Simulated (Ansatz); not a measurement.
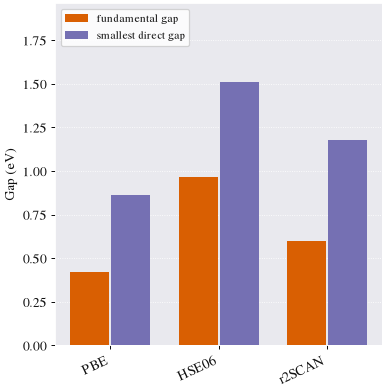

Gaps of Si, space group P6_3/mmc, 4 atoms in the cell, lonsdaleite (2H) type, epitaxial (xy) strain +1.0%, at several levels of theory on one cell (Ansatz, plane waves and PAW; edges over the mesh and the special points).

How does the gap depend on the level, and does its kind change?

In rising order: PBE 0.42 eV, r2SCAN 0.60 eV and HSE06 0.97 eV. It is indirect at every level.
